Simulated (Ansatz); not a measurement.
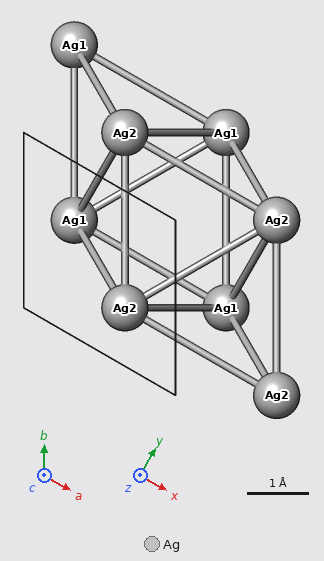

Solid Ag (P6_3/mmc): the cell is strained equally along x and y, with the atoms kept at their fractional coordinates. x, y and z are the Cartesian axes of the input. The picture shows the reference cell. Style: ball-and-stick. Shown: the cell of the calculation, repeated 2 × 2 × 1 with one cell outlined, along the c axis.

Computed with DFT r2SCAN, scalar-relativistic, plane waves, PAW (Ansatz 0.2.0). (plane-wave cutoff 500 eV; k-point mesh 24 × 24 × 14; occupations gaussian; smearing width 0.15 eV; no spin polarisation). Energies (free energies at the smearing named) are counted from the relaxed crystal.

Input file:
```yaml
crystal:
  lattice:
    - [2.9036957658, 0.0, 0.0]
    - [-1.4518478829, 2.514674298, 0.0]
    - [0.0, 0.0, 4.7478463295]
  atoms:
    - { symbol: Ag, position: [0.3333333333, 0.6666666667, 0.25] }
    - { symbol: Ag, position: [0.6666666667, 0.3333333333, 0.75] }
basis:
  ecutwfc: 500
kpoints:
  mp_grid: { grid: [24, 24, 14] }
hamiltonian:
  xc: r2scan
scf:
  occupations: { method: gaussian, width: 0.15 }
output:
  forces: true
  stress: true
  eigenvalues: true
  write_density: true
  write_potential: true
  elf: true
  volumetric_format: npy
```

Command:
```bash
ansatz run input.yaml --threads 1 --pin off --max-ram 2560MiB --backend cpu --events-out ev --progress --plain --runs-dir out
```

What energies does the calculation give (the strain: −0.040, −0.030, −0.020, −0.010, 0.000, 0.010, 0.020, 0.030, 0.035, 0.040)?

Answer.
```csv
strain,E − E(ref) (meV/atom)
−0.040,46.7
−0.030,24.6
−0.020,10.0
−0.010,2.1
0.000,0.0
0.010,3.1
0.020,10.6
0.030,21.9
0.035,28.9
0.040,36.6
```

The lowest computed point lies at the strain 0.00 (0.0 meV/atom). The end points stand at 46.7 meV/atom (−0.04) and 36.6 meV/atom (0.04). The curvature at zero strain, (1/V) d²E/dε², is about 480 GPa; it is C₁₁ + C₂₂ + 2C₁₂ with clamped ions. The distortion keeps the space group P6_3/mmc. At the strain −0.04 the cell of the drawing goes a 2.904 → 2.788 Å, b 2.904 → 2.788 Å.
